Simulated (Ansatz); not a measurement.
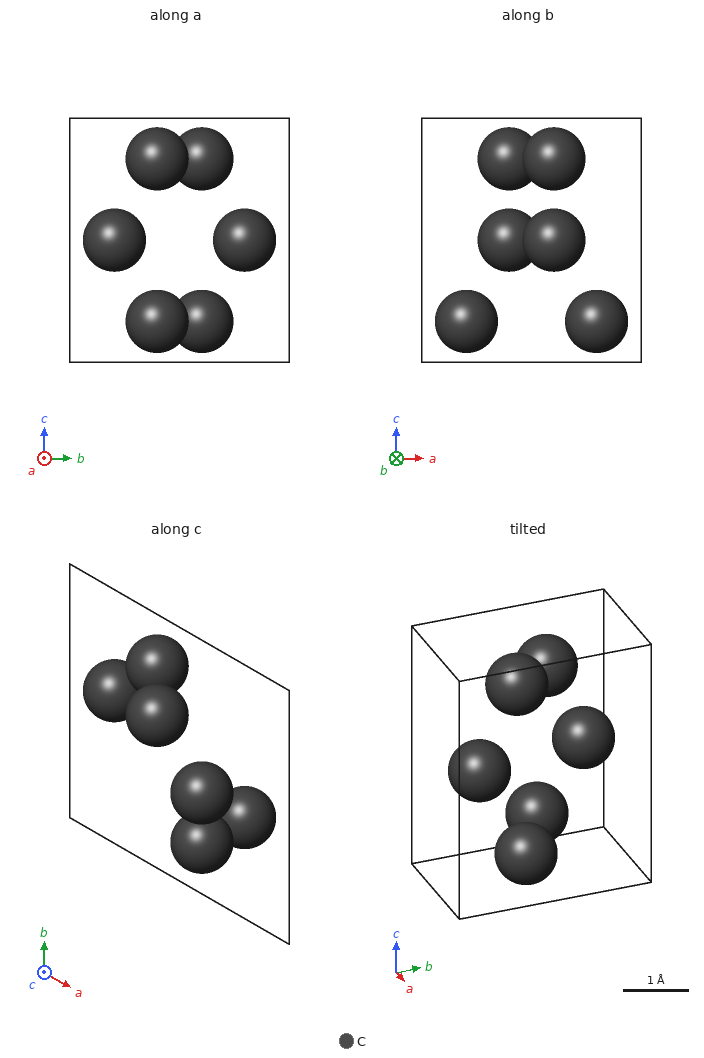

The image is a spheres-only drawing of a crystal, viewed along the a axis, along the b axis, along the c axis and slightly off an axis. The lines enclose the conventional unit cell; boundary atoms appear with their images.

Lattice parameters: a = 3.9407 Å, b = 3.9407 Å, c = 3.7874 Å, α = 90.000°, β = 90.000°, γ = 120.000°.

Transcribe the picture into a CIF with its space group and independent sites, with free fractional coordinates to two decimals.

Answer.
```cif
data_structure
_symmetry_space_group_name_H-M 'P 62 2 2'
_symmetry_Int_Tables_number 180
_cell_length_a 3.9407
_cell_length_b 3.9407
_cell_length_c 3.7874
_cell_angle_alpha 90.000
_cell_angle_beta 90.000
_cell_angle_gamma 120.000
_cell_volume 50.94
loop_
_atom_site_label
_atom_site_type_symbol
_atom_site_symmetry_multiplicity
_atom_site_Wyckoff_symbol
_atom_site_fract_x
_atom_site_fract_y
_atom_site_fract_z
_atom_site_occupancy
C1 C 6 j 0.80 0.40 0.1667 1
```

The structure was taken from a structure type filled with this element by a generator (whether the element takes this form wasn't checked). Relaxation method: Ansatz, DFT PBE, scalar-relativistic, plane waves, PAW.
